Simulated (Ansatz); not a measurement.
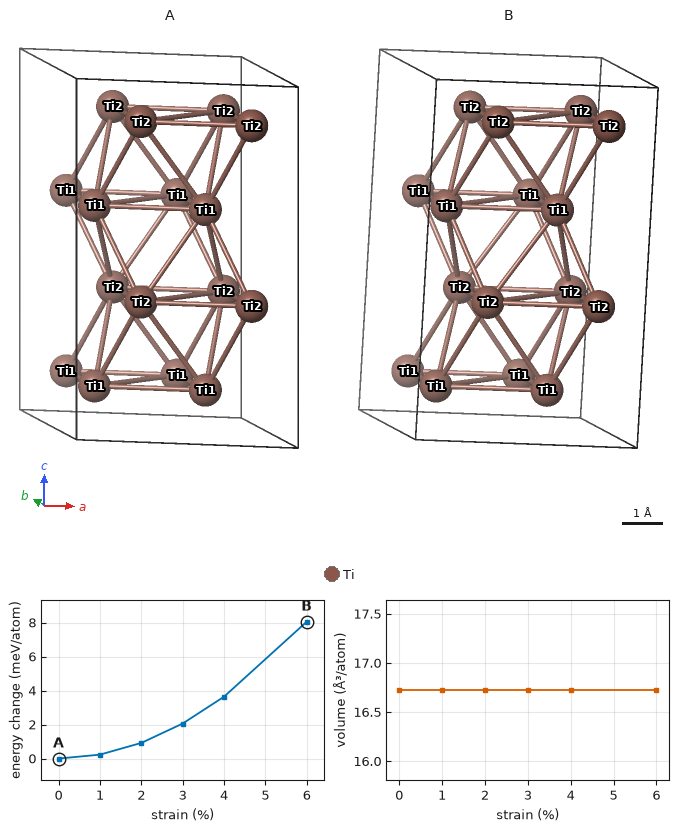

Members of a series of calculations on crystalline Ti (set up in P6_3/mmc), marked on the first curve. Style: ball-and-stick. Shown: the cell of the calculation, repeated to show the pattern, slightly off an axis.

Method: DFT PBEsol, scalar-relativistic, plane waves, PAW in Ansatz. (plane-wave cutoff 420 eV; k-point mesh 24 × 24 × 12; occupations gaussian; smearing width 0.1 eV; no spin polarisation)

Question: Describe the series.

Answer: Shear of c along a, cell held, atoms relaxed. A (strain 0.0 %): energy change 0.0 meV/atom, volume 16.72 Å³ per atom. B (strain 6.0 %): energy change 8.1 meV/atom, volume 16.72 Å³ per atom. The rest compares A with B. The drawn cell changes at constant volume: a = b unchanged at 5.801 Å, c 9.182 → 9.198 Å (+0.2 %), α 90.0° → 91.7°, β 90.0° → 86.6°. Among the bonded contacts that change: Ti–Ti 2.841 → 2.774 to 2.914 Å.
